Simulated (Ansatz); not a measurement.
Run report: Yb, geometry relaxation (part 2 of 2)

The same run, continued: Yb (Fm-3m, 1 atom in the cell); DFT r2SCAN, scalar-relativistic, plane waves, PAW, no spin polarisation (Ansatz 0.2.0); cutoff 500 eV, 14×14×14 k-mesh, Gaussian smearing of 0.1 eV. 

Geometry of the input (Å; fractional positions):
```
0.0000  2.7450  2.7450
2.7450  0.0000  2.7450
2.7450  2.7450  0.0000
Yb 0.0000  0.0000  0.0000
```

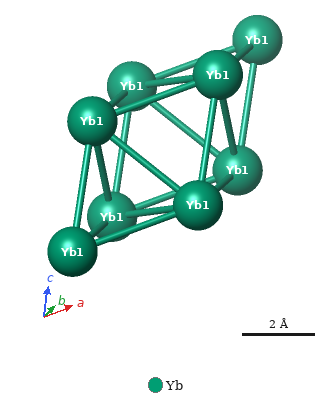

Figure 1. The geometry at step 2 of the log (ball-and-stick view of the cell of the calculation, seen slightly off an axis; atoms are numbered from 1 in the order of the input).

### Output, continued
```
SCF iter   1: F=—  HF=-13805.822326 eV  |F-HF|=—  |Δ(HF+E_count)|=         —  Δρ=7.62e-3  dr2=1.60e-2  dr2_τ=8.74e-3  ethr=6.57e-5  ⟨swp⟩=1.1  Hψ=9933  notcnv=0
preconditioner: auto → Kerker (q_TF=auto, 2.559 Å⁻¹)  [metal: Δε(μ)=0.057 eV  Ē_g=10.439 eV  σ=0.100 eV  W_gap=0.31  n_scr=14 (ndim 8)  ℏωp=29.3 eV  f_vac=0.000  D(μ)=0.70/eV (n_scr^D=0)]
SCF iter   2: F=—  HF=-13805.864742 eV  |F-HF|=—  |Δ(HF+E_count)|=   4.24e-2  Δρ=3.25e-2  dr2=3.05e-1  dr2_τ=4.50e-4  ethr=6.57e-5  ⟨swp⟩=2.0  Hψ=3328  notcnv=0  recentre
SCF iter   3: F=—  HF=-13805.838531 eV  |F-HF|=—  |Δ(HF+E_count)|=   2.62e-2  Δρ=2.56e-3  dr2=1.74e-3  dr2_τ=3.70e-5  ethr=6.57e-5  ⟨swp⟩=2.0  Hψ=3653  notcnv=0
SCF iter   4: F=—  HF=-13805.838433 eV  |F-HF|=—  |Δ(HF+E_count)|=   9.74e-5  Δρ=6.35e-4  dr2=1.10e-4  dr2_τ=4.00e-5  ethr=7.25e-6  ⟨swp⟩=1.0  Hψ=1711  notcnv=0
SCF iter   5: F=—  HF=-13805.838441 eV  |F-HF|=—  |Δ(HF+E_count)|=   8.25e-6  Δρ=1.06e-3  dr2=2.79e-4  dr2_τ=3.08e-6  ethr=4.58e-7  ⟨swp⟩=2.0  Hψ=2643  notcnv=0
SCF iter   6: F=—  HF=-13805.838424 eV  |F-HF|=—  |Δ(HF+E_count)|=   1.79e-5  Δρ=1.80e-4  dr2=1.16e-5  dr2_τ=2.55e-7  ethr=4.58e-7  ⟨swp⟩=2.0  Hψ=2388  notcnv=0
SCF iter   7: F=—  HF=-13805.838425 eV  |F-HF|=—  |Δ(HF+E_count)|=   1.26e-6  Δρ=7.23e-5  dr2=1.41e-6  dr2_τ=1.58e-6  ethr=4.84e-8  ⟨swp⟩=2.0  Hψ=2909  notcnv=0
SCF iter   8: F=—  HF=-13805.838425 eV  |F-HF|=—  |Δ(HF+E_count)|=   4.46e-7  Δρ=1.28e-4  dr2=4.77e-6  dr2_τ=3.95e-7  ethr=5.89e-9  ⟨swp⟩=2.0  Hψ=2493  notcnv=0  recentre
SCF iter   9: F=—  HF=-13805.838425 eV  |F-HF|=—  |Δ(HF+E_count)|=   3.64e-7  Δρ=3.16e-5  dr2=2.68e-7  dr2_τ=5.81e-8  ethr=5.89e-9  ⟨swp⟩=2.6  Hψ=2433  notcnv=0
SCF iter  10: F=—  HF=-13805.838425 eV  |F-HF|=—  |Δ(HF+E_count)|=   1.21e-8  Δρ=2.24e-5  dr2=1.35e-7  dr2_τ=4.84e-8  ethr=4.17e-10  ⟨swp⟩=4.9  Hψ=7299  notcnv=0
SCF iter  11: F=-13805.838425 eV  HF=-13805.838425 eV  |F-HF|=9.06e-9  |Δ(HF+E_count)|=  3.33e-10  Δρ=6.59e-6  dr2=1.18e-8  dr2_τ=1.71e-9  ethr=4.17e-10  ⟨swp⟩=4.3  Hψ=5921  notcnv=0
SCF 4 converged in 11 iterations: F = -13805.838425 eV  dr2 = 1.18e-8
relax step   4: F+E_penalty+E_count = -13805.83842485 eV  Δ(F+E_penalty+E_count) = -1.546e-3 eV  max|allowed force component| = 0.000e0 eV/Å  Δτ_max = 0.0000 Å  P = -0.077 GPa  Ω = 35.283 Å³  energy of the carried Pulay correction = +6.514e-4 eV  (11 SCF iters, dr2 threshold 1.00e-7 eV, accepted)
Crystal: 1 atoms, lattice volume = 35.161 Å³
iter 1 solved again at ethr=1.37e-6 eV; its pass at ethr=3.10e-3 eV (dr2=3.29e-4 eV) is discarded
SCF iter   1: F=—  HF=-13805.838247 eV  |F-HF|=—  |Δ(HF+E_count)|=         —  Δρ=8.54e-4  dr2=2.00e-4  dr2_τ=1.07e-4  ethr=1.37e-6  ⟨swp⟩=2.0  Hψ=9117  notcnv=0
preconditioner: auto → Kerker (q_TF=auto, 2.560 Å⁻¹)  [metal: Δε(μ)=0.033 eV  Ē_g=10.395 eV  σ=0.100 eV  W_gap=0.18  n_scr=14 (ndim 8)  ℏωp=29.4 eV  f_vac=0.000  D(μ)=0.79/eV (n_scr^D=0)]
SCF iter   2: F=—  HF=-13805.838749 eV  |F-HF|=—  |Δ(HF+E_count)|=   5.01e-4  Δρ=2.66e-3  dr2=2.01e-3  dr2_τ=4.68e-6  ethr=8.32e-7  ⟨swp⟩=2.0  Hψ=2915  notcnv=0  recentre
SCF iter   3: F=—  HF=-13805.838471 eV  |F-HF|=—  |Δ(HF+E_count)|=   2.77e-4  Δρ=1.64e-4  dr2=6.77e-6  dr2_τ=2.19e-7  ethr=8.32e-7  ⟨swp⟩=2.0  Hψ=2695  notcnv=0
SCF iter   4: F=—  HF=-13805.838470 eV  |F-HF|=—  |Δ(HF+E_count)|=   1.13e-6  Δρ=5.68e-5  dr2=8.37e-7  dr2_τ=1.31e-7  ethr=2.82e-8  ⟨swp⟩=1.1  Hψ=1677  notcnv=0
SCF iter   5: F=—  HF=-13805.838470 eV  |F-HF|=—  |Δ(HF+E_count)|=   9.83e-8  Δρ=2.66e-5  dr2=1.72e-7  dr2_τ=3.35e-8  ethr=3.49e-9  ⟨swp⟩=2.0  Hψ=2594  notcnv=0
SCF iter   6: F=—  HF=-13805.838470 eV  |F-HF|=—  |Δ(HF+E_count)|=   2.32e-8  Δρ=2.60e-5  dr2=2.27e-7  dr2_τ=2.78e-9  ethr=7.17e-10  ⟨swp⟩=1.0  Hψ=1664  notcnv=0
SCF iter   7: F=—  HF=-13805.838470 eV  |F-HF|=—  |Δ(HF+E_count)|=   6.66e-9  Δρ=1.78e-5  dr2=1.05e-7  dr2_τ=7.75e-9  ethr=7.17e-10  ⟨swp⟩=1.0  Hψ=1664  notcnv=0
SCF iter   8: F=-13805.838470 eV  HF=-13805.838470 eV  |F-HF|=2.24e-10  |Δ(HF+E_count)|=   2.79e-9  Δρ=4.32e-6  dr2=5.39e-9  dr2_τ=2.22e-9  ethr=6.12e-11  ⟨swp⟩=3.6  Hψ=6465  notcnv=0
SCF 5 converged in 8 iterations: F = -13805.838470 eV  dr2 = 5.39e-9
relax step   5: F+E_penalty+E_count = -13805.83847014 eV  Δ(F+E_penalty+E_count) = -4.529e-5 eV  max|allowed force component| = 0.000e0 eV/Å  Δτ_max = 0.0000 Å  P = -0.005 GPa  Ω = 35.161 Å³  energy of the carried Pulay correction = +6.656e-4 eV  (8 SCF iters, dr2 threshold 1.47e-8 eV, accepted)
Basis set: ecut = 500 eV, 893 PW (Γ), exchange–correlation on 108×108×108 points (64 copies of the dense FFT grid, shifted against one another)
Initial wavefunctions: pseudopotential atomic-orbital guess (no wavefunctions were taken with the density)
iter 1 solved again at ethr=3.73e-8 eV; its pass at ethr=3.10e-3 eV (dr2=8.94e-6 eV) is discarded
SCF iter   1: F=—  HF=-13805.838143 eV  |F-HF|=—  |Δ(HF+E_count)|=         —  Δρ=5.39e-5  dr2=1.09e-7  dr2_τ=1.54e-6  ethr=3.73e-8  ⟨swp⟩=4.3  Hψ=14577  notcnv=0
preconditioner: auto → Kerker (q_TF=auto, 2.560 Å⁻¹)  [metal: Δε(μ)=0.035 eV  Ē_g=10.400 eV  σ=0.100 eV  W_gap=0.20  n_scr=14 (ndim 8)  ℏωp=29.4 eV  f_vac=0.000  D(μ)=0.78/eV (n_scr^D=0)]
SCF iter   2: F=—  HF=-13805.838144 eV  |F-HF|=—  |Δ(HF+E_count)|=   1.51e-6  Δρ=1.18e-4  dr2=4.13e-6  dr2_τ=3.10e-8  ethr=4.55e-10  ⟨swp⟩=3.4  Hψ=3579  notcnv=0
SCF iter   3: F=—  HF=-13805.838144 eV  |F-HF|=—  |Δ(HF+E_count)|=   3.17e-7  Δρ=3.75e-5  dr2=1.74e-7  dr2_τ=2.84e-8  ethr=4.55e-10  ⟨swp⟩=3.1  Hψ=3333  notcnv=0
SCF iter   4: F=—  HF=-13805.838144 eV  |F-HF|=—  |Δ(HF+E_count)|=   8.14e-9  Δρ=6.57e-6  dr2=5.62e-9  dr2_τ=2.76e-10  ethr=4.55e-10  ⟨swp⟩=2.0  Hψ=2498  notcnv=0
SCF iter   5: F=—  HF=-13805.838144 eV  |F-HF|=—  |Δ(HF+E_count)|=   1.43e-9  Δρ=1.99e-6  dr2=5.33e-10  dr2_τ=2.31e-10  ethr=2.34e-11  ⟨swp⟩=2.0  Hψ=2905  notcnv=0
SCF iter   6: F=—  HF=-13805.838144 eV  |F-HF|=—  |Δ(HF+E_count)|=   1.48e-9  Δρ=1.83e-6  dr2=5.93e-10  dr2_τ=4.08e-11  ethr=2.22e-12  ⟨swp⟩=2.3  Hψ=2815  notcnv=0
SCF iter   7: F=—  HF=-13805.838144 eV  |F-HF|=—  |Δ(HF+E_count)|=  4.73e-11  Δρ=3.05e-7  dr2=5.14e-11  dr2_τ=1.30e-12  ethr=2.22e-12  ⟨swp⟩=2.6  Hψ=2880  notcnv=0
SCF iter   8: F=—  HF=-13805.838144 eV  |F-HF|=—  |Δ(HF+E_count)|=  7.28e-12  Δρ=2.34e-7  dr2=1.78e-11  dr2_τ=2.91e-13  ethr=1.00e-12  ⟨swp⟩=1.2  Hψ=1757  notcnv=0
SCF iter   9: F=-13805.838144 eV  HF=-13805.838144 eV  |F-HF|=3.64e-12  |Δ(HF+E_count)|=  3.64e-12  Δρ=2.23e-8  dr2=1.07e-13  dr2_τ=2.02e-14  ethr=1.00e-12  ⟨swp⟩=6.0  Hψ=7700  notcnv=0
SCF 6 converged in 9 iterations: F = -13805.838144 eV  dr2 = 1.07e-13
relax step   6: F+E_penalty+E_count = -13805.83814385 eV  Δ(F+E_penalty+E_count) = +3.263e-4 eV  max|allowed force component| = 0.000e0 eV/Å  Δτ_max = 0.0000 Å  P = -0.020 GPa  Ω = 35.161 Å³  stress off target by 2.00e-2 GPa  SCF on the basis re-selected at this cell (its energy is not comparable with the rows above)  (9 SCF iters)
basis re-selected at this cell: Δ(F+E_penalty+E_count) = +3.263e-4 eV, ΔP = -0.015 GPa vs the last step (what re-selecting the basis moved, of the pressure what is left beyond the Pulay correction that the steps carried, after the strain that the cell walked since its last selection, with what the two solves' SCF thresholds leave and, on support functions, any second-order correction that the steps lacked; it is no measure of the basis error at this ecutwfc). The dense FFT grid was sized anew with the basis: this SCF ran on 27×27×27 points, the steps before it on 30×30×30, so part of this shift can come from that change (see relax.cell in the input reference). This SCF's stress stands 2.00e-2 GPa from its target on what of the cell is left free (relax.cell.stress_tol is 5.00e-2 GPa) and its largest allowed force component is 0.00e0 eV/Å (relax.f_tol is 5.00e-3 eV/Å): within both
SCF converged after 9 iterations
Free energy (F): -13805.838144 eV
Harris-Foulkes:  -13805.838144 eV  (|F-HF|=3.64e-12)
Internal energy: -13805.834253 eV  (E = F + TS)
E sigma→0 (E₀):  -13805.836198 eV
Entropy (-TS):   -0.003891 eV (-3.891 meV/atom)
Fermi energy:    10.886463 eV
--- Per-component energies (eV) ---
  E_band       = -4.107401
  E_kinetic    = 354.593094
  E_local      = -6244.043909  (includes V_loc(G=0)·N_el)
  E_nonlocal   = 545.344761
  E_hartree    = 2717.159117
  E_xc         = -159.944834
  E_vxc        = -228.097285  (∫ρ·V_xc dr)
  E_paw        = -7363.587247  (= ΣΔE_a)
  E_vpaw       = 119.616581  (= ΣTr[D̂ρ^β])
  E_aug_tail   = 0.000002  (compensation charges beyond the density's cutoff)
  E_vtau       = 14.161114  (kinetic-family band-sum trace: ∫τ·v_τ [+ j·A + Jᵃ·Aᵃ] dr)
  E_ewald      = -3656.204442
  E_core_change = 0.849206  (= ΣΔE_core)
  E_smearing   = -0.003891  (= −TS)
  E_closure    = -0.000000  (closes the sum)
  Σ components = -13805.838144   (vs F -13805.838144, Δ=0.00e0)
--- Forces (eV/Å), atoms counted from 1 ---
  atom   1  Yb     0.00000000    -0.00000000     0.00000000
  max |Σ_I F_I| component: 1.05e-30 eV/Å
--- Stress (GPa, compression-positive) ---
       -0.019959       0.000000      -0.000000
        0.000000      -0.019959       0.000000
       -0.000000       0.000000      -0.019959
  P = ⅓ Tr σ = -0.0200 GPa (-0.200 kbar)
--- Band table (eV; the first three rows and the last of 104) ---
  k-point 0: bands = ["-42.3369", "-13.9138", "-13.9138", "-13.9138", "5.4389", "10.4233", "10.4993", "10.4993", "10.4993", "10.5579", "10.5579", "10.5579", "14.0989", "14.0989", "14.0989", "16.3501"]
  k-point 1: bands = ["-42.3359", "-13.9330", "-13.9162", "-13.9162", "5.5653", "10.4246", "10.4969", "10.5023", "10.5023", "10.5511", "10.5511", "10.5581", "13.9116", "14.1634", "14.1634", "16.2645"]
  k-point 2: bands = ["-42.3332", "-13.9863", "-13.9231", "-13.9231", "5.9340", "10.4285", "10.4903", "10.5101", "10.5101", "10.5344", "10.5344", "10.5586", "13.4475", "14.3074", "14.3074", "16.1070"]
  k-point 103: bands = ["-42.3108", "-14.1794", "-14.1315", "-14.0510", "10.3422", "10.4291", "10.4593", "10.4604", "10.5125", "10.5263", "10.5874", "10.8180", "11.5695", "11.9149", "14.3205", "18.4396"]
--- Relaxed structure (5 steps of the walk, 5 accepted, 1 SCFs on fresh bases) ---
  F+E_penalty+E_count = -13805.83814385 eV   max|allowed force component| = 0.000e0 eV/Å   (the final SCF, on the basis selected at the relaxed cell)
  cell:  # Å, volume = 35.1609 Å³
    - [-4.962389802686926e-34, 2.6002200055680182, 2.6002200055680182]
    - [2.6002200055680182, -2.356609551693249e-34, 2.6002200055680182]
    - [2.6002200055680182, 2.6002200055680182, 1.597901703187106e-34]
  atoms:
    - { symbol: Yb, position: [0.0, 0.0, 0.0] }
```

### Trajectory as extended XYZ (Å, eV, eV/Å), 6 frames, from step=1 to step=6
```
1
Lattice="0.0000 2.7450 2.7450 2.7450 0.0000 2.7450 2.7450 2.7450 0.0000" Properties=species:S:1:pos:R:3:forces:R:3 step=1 energy=-13805.78309 pressure_GPa=-2.48
Yb    0.0000    0.0000    0.0000    0.0000   0.0000   0.0000
1
Lattice="0.0000 2.6876 2.6876 2.6876 0.0000 2.6876 2.6876 2.6876 0.0000" Properties=species:S:1:pos:R:3:forces:R:3 step=2 energy=-13805.81689 pressure_GPa=-1.71
Yb    0.0000    0.0000    0.0000    0.0000   0.0000   0.0000
1
Lattice="0.0000 2.5765 2.5765 2.5765 0.0000 2.5765 2.5765 2.5765 0.0000" Properties=species:S:1:pos:R:3:forces:R:3 step=3 energy=-13805.83688 pressure_GPa=0.59
Yb    0.0000    0.0000    0.0000    0.0000   0.0000   0.0000
1
Lattice="0.0000 2.6032 2.6032 2.6032 0.0000 2.6032 2.6032 2.6032 0.0000" Properties=species:S:1:pos:R:3:forces:R:3 step=4 energy=-13805.83842 pressure_GPa=-0.08
Yb    0.0000    0.0000    0.0000    0.0000   0.0000   0.0000
1
Lattice="0.0000 2.6002 2.6002 2.6002 0.0000 2.6002 2.6002 2.6002 0.0000" Properties=species:S:1:pos:R:3:forces:R:3 step=5 energy=-13805.83847 pressure_GPa=-0.00
Yb    0.0000    0.0000    0.0000    0.0000   0.0000   0.0000
1
Lattice="0.0000 2.6002 2.6002 2.6002 0.0000 2.6002 2.6002 2.6002 0.0000" Properties=species:S:1:pos:R:3:forces:R:3 step=6 energy=-13805.83814 pressure_GPa=-0.02
Yb    0.0000    0.0000    0.0000    0.0000   0.0000   0.0000
```

### Results in brief

```csv
quantity,value
outcome,converged
space group (tolerance 0.01 Å),Fm-3m (225)
electrons treated,24
free energy,−13805.8381 eV
Fermi energy,10.886 eV
gap on the k-point mesh,0.03 eV
pressure,−0.02 GPa
final volume,35.16 Å³
largest force (length of the vector) at the end,under 0.001 eV/Å
final cell,"a = 3.677 Å, b = 3.677 Å, c = 3.677 Å, α = 60.00°, β = 60.00°, γ = 60.00°"
hardware,"4 threads of Intel Xeon @ 2.90GHz (Ice Lake), 16 GiB of memory available, shared host"
wall time,17 s (CPU time 63 s)
peak memory,0.61 GiB
```
